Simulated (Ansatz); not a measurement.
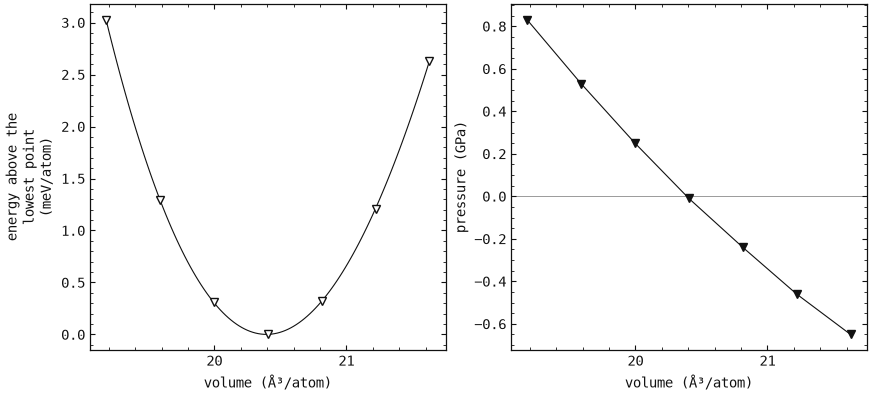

The plot gives the computed energy above the lowest point and pressure against volume for Li, space group Pm-3m (No. 221) (one of a set of cubic test structures, which need not be the stable phase).

Computed with Ansatz 0.2.0 development build: equation of state of a cubic crystal from periodic Kohn-Sham density functional theory without spin, third-order Birch-Murnaghan fit to the free energies; pressure corrected for the finite basis. Level: PBE.

| setting | value |
| --- | --- |
| structure type | simple cubic |
| atoms in cell | 1 |
| space group number | 221 |
| lattice centring | simple cubic |
| k mesh | 40×40×40 |
| occupation method | Fermi–Dirac |
| occupation width | 0.06123 eV |
| wave cutoff | 420 eV |
| datasets | soft-1 PAW |
| density tolerance | 1e−07 eV |
| bands | 6 |
| density cutoff ratio | 4 |
| search for lower states | default |

**How stiff is the solid, and where is its volume at rest?**

A third-order Birch–Murnaghan fit gives V0 = 20.39 Å³/atom, B0 = 12.3 GPa and B′ = 3.3.

**What does the pressure do across the range?**

It falls from 0.83 GPa at volume 19.18 Å³/atom to −0.65 GPa at 21.63 Å³/atom, and changes sign near 20.39 Å³/atom.

Limits of the calculation: cubic model structure, not the ambient form.

The computed values:

```tsv
volume (Å³/atom)	energy above the lowest point (meV/atom)	pressure (GPa)
19.18	3.025	0.83
19.59	1.294	0.53
20.00	0.310	0.25
20.40	0.000	-0.01
20.81	0.320	-0.24
21.22	1.211	-0.46
21.63	2.629	-0.65
```
